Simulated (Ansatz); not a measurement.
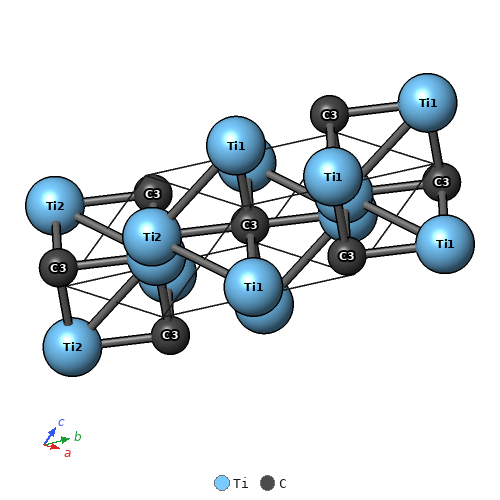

The system is Ti2C (R-3m, No. 166; 3 atoms in the cell); the picture shows the reference structure. The cell is strained homogeneously, by one strain along x and y and another along z, with fractional coordinates fixed (x along [1 0 0], z along [0 0 1] of the conventional cell). Coordinates scanned: (1) strain along x and y; (2) strain along z. Grid: 5 × 5 points. Energies: meV/atom, counted from the lowest grid point. These are results of Ansatz 0.2.0, DFT PBEsol, scalar-relativistic, plane waves, PAW, not measurements. Settings: cutoff 420 eV, k-mesh 18×18×18, gaussian smearing 0.15 eV, no spin polarisation.

Its coordinates:

```yaml
crystal:
  lattice:
    - [1.52640, 0.88127, 4.77274]
    - [-1.52640, 0.88127, 4.77274]
    - [0.00000, -1.76254, 4.77274]
  atoms:
    - { symbol: Ti, position: [0.24582, 0.24582, 0.24582] }
    - { symbol: Ti, position: [0.75418, 0.75418, 0.75418] }
    - { symbol: C, position: [0.50000, 0.50000, 0.50000] }
```

Range: strain along x and y from −5.0 to 5.0 %; strain along z from −5.0 to 5.0 %.

> What landscape does the calculation give?

The lowest grid point is at strain along x and y = 0.0 %, strain along z = 0.0 %. It is the only kind of minimum in the scanned range. The highest grid point, strain along x and y = −5.0 %, strain along z = −5.0 %, lies 206 meV/atom above the lowest. Round the minimum the valley is somewhat tilted: raising strain along x and y shifts the best value of strain along z downwards (coupling k₁₂/√(k₁₁k₂₂) about 0.4).

```tsv
strain along z ↓, strain along x and y →	−5.0	−2.5	0.0	2.5	5.0
5.0	85	32	30	73	152
2.5	87	20	8	41	112
0.0	106	25	0	22	85
−2.5	146	48	9	19	71
−5.0	206	90	35	32	72
```

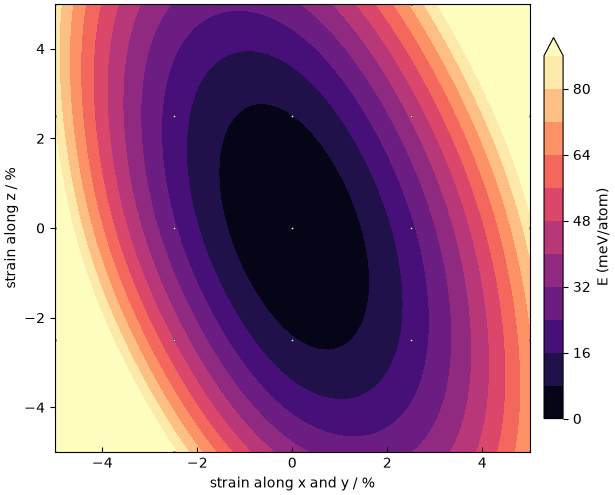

The picture shows filled contours, dots at the grid points, one colour for all values above the top of the scale. Between grid points the surface is interpolated.
